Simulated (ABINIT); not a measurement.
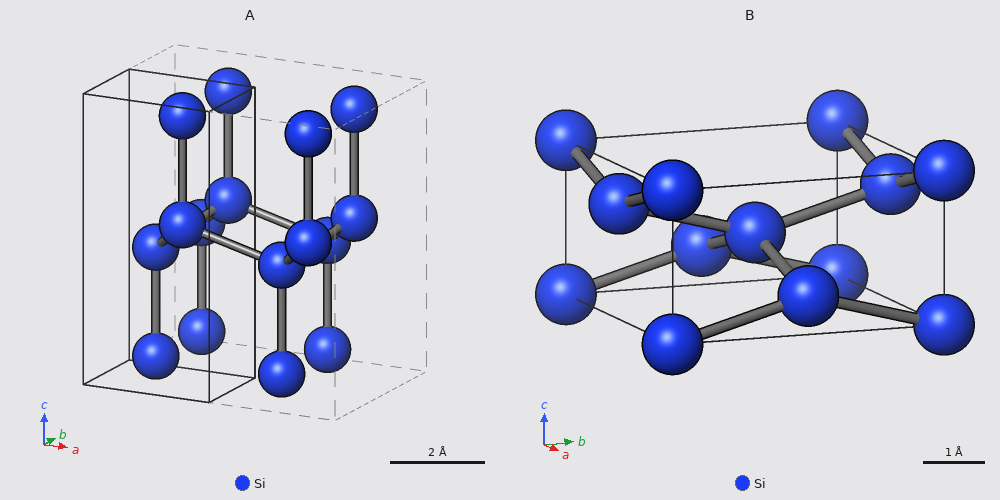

Two structures of Si, each relaxed (cell and atoms) at zero pressure; conventional cells in solid outline, small ones repeated, each panel with its own scale. Alike in all runs: ABINIT 10.8.3 (patched build); functional LDA; potentials JTH PAW LDA v2.0; cutoff 408 eV; occupations fermi-dirac, width 0.05 eV; no spin polarisation; no spin-orbit coupling. The k meshes have like spacings.

Name the structure in each panel.

A: hexagonal diamond (lonsdaleite type), P6₃/mmc; B: β-tin type, I4₁/amd.

Rank them by energy, lowest first.

A, then B (+204 meV/atom), static energies at zero smearing.

Could pressure favour another of these structures?

B is denser (14.8 against 19.7 Å³/atom), so pressure favours it. Setting PΔV equal to ΔE at fixed volumes gives a first estimate of 6.7 GPa for the crossing; compression of both forms, other phases and heat would move it.

Collect the results in a table.

| panel | space group | E − E(lowest) (meV/atom) | volume (Å³/atom) | gap (eV) |
| --- | --- | --- | --- | --- |
| A | P6₃/mmc | 0 | 19.7 | 0.28 |
| B | I4₁/amd | 204 | 14.8 | metal |

The starts are database entries or structure types tried for this composition, and the most stable form need not be among them. Gaps are the least found on the k-mesh, which misses some points of high symmetry; where the band edges lie there, the true gap is smaller, at times by an eV.

Caveat: semilocal functionals give gaps below the measured ones; gaps of a few tenths of an eV or less are fragile: at this level of theory the bands may already be inverted off the mesh, while measured gaps, where the compound is known, are often wider than semilocal functionals give.
